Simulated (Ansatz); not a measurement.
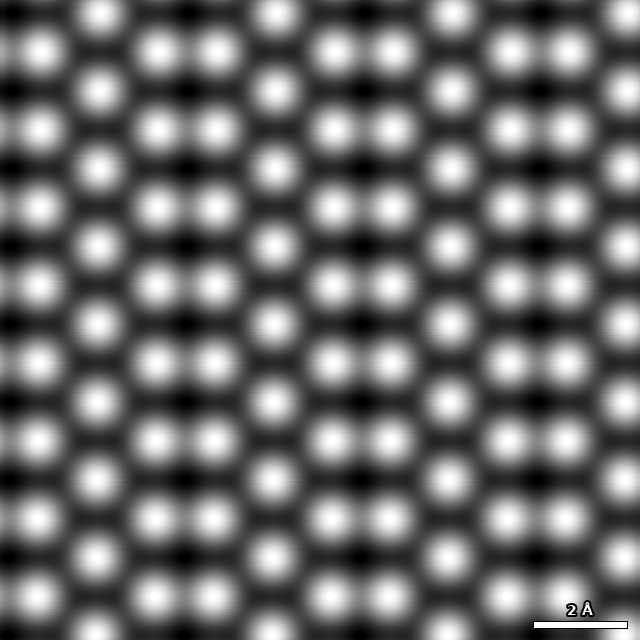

Z-contrast image of Pt (P6/mmm, No. 191) along [102]. The image is simulated as a sum over atoms of Z^1.6, blurred by a 0.91 Å probe (no channelling). The display is stretched by a gamma of 0.8; percentages refer to the linear signal. A slight drift was added. Structure used: the end point of a relaxation with DFT, LDA (PW92), plane waves (420 eV) with PAW, scalar-relativistic in Ansatz; the starting structure was generated, so it need not be a known form of this composition.

Q: Describe what the image shows.

A: The columns repeat on a rectangular net of 1.70 × 3.85 Å (plane group p2mm). All columns are alike (Pt). The shortest distance between visible columns is 1.28 Å in projection. Along the beam the structure repeats every 6.92 Å.
